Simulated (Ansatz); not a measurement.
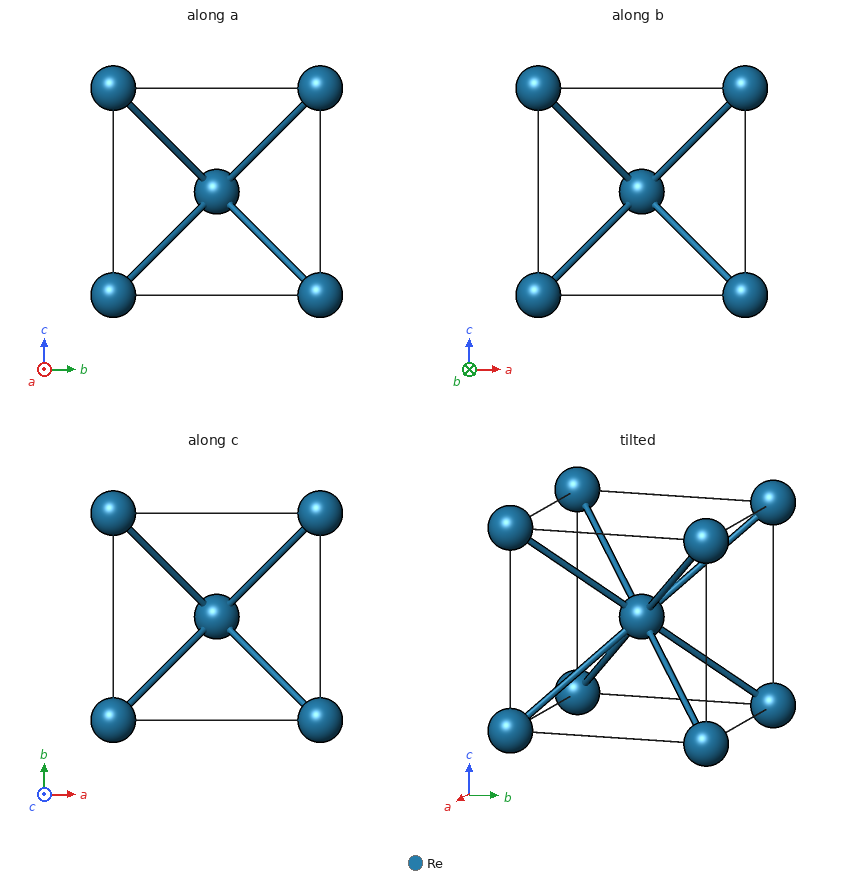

An orthographic ball-and-stick view of the structure, along the a axis, along the b axis, along the c axis and slightly off an axis. The edges of the conventional unit cell are marked.

Lattice parameters: a = 3.070 Å, b = 3.070 Å, c = 3.070 Å, α = 90.00°, β = 90.00°, γ = 90.00°.

Q: Set out the cell and atoms as a table of Wyckoff sites.

A: Space group Im-3m (No. 229).
| atom | site | x | y | z |
| --- | --- | --- | --- | --- |
| Re | 2a | 0.0000 | 0.0000 | 0.0000 |

The cell started as a structure type filled with this element by a generator (whether the element takes this form wasn't checked). Earlier steps of the study may have refined or changed the cell and positions. It was run through Ansatz as a DFT input.
